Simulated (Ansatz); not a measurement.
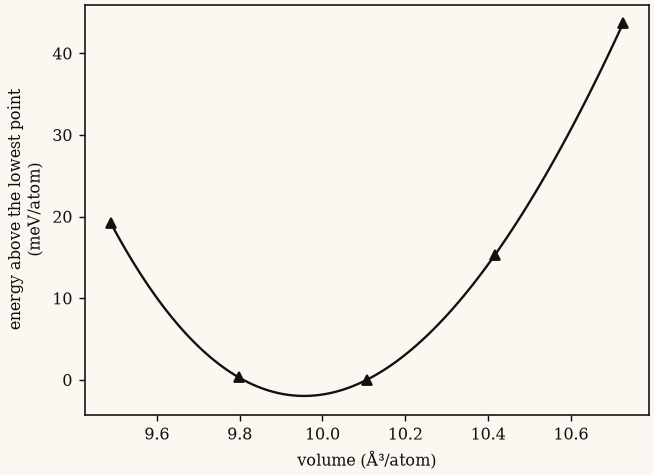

How it was computed, with Ansatz 0.2.0 development build: equation of state of a cubic crystal from periodic Kohn-Sham density functional theory without spin, third-order Birch-Murnaghan fit to the free energies; pressure corrected for the finite basis. Level: r2SCAN.

- structure type: fcc
- atoms in cell: 1
- space group number: 225
- lattice centring: face-centred primitive
- k mesh: 17×17×17
- occupation method: Fermi–Dirac
- occupation width: 0.1 eV
- wave cutoff: 900 eV
- datasets: hand-made PAW
- density tolerance: 1e−09 eV
- bands: 13
- density cutoff ratio: 4
- search for lower states: default
- xc grid level: 2

Energy above the lowest point against volume for Co, space group Fm-3m (No. 225) (one of a set of cubic test structures, which need not be the stable phase).

A third-order Birch–Murnaghan fit gives V0 = 9.96 Å³/atom, B0 = 283 GPa and B′ = 4.7. The energy above the lowest point is 19.2 meV/atom at volume 9.49 Å³/atom and 43.7 meV/atom at 10.73 Å³/atom; the lowest computed point is at volume 10.11 Å³/atom (0.0 meV/atom), and no other minimum shows among the points.

Limits of the calculation: cubic model structure, not the ambient form; known magnet treated without spin, far from its ground state.
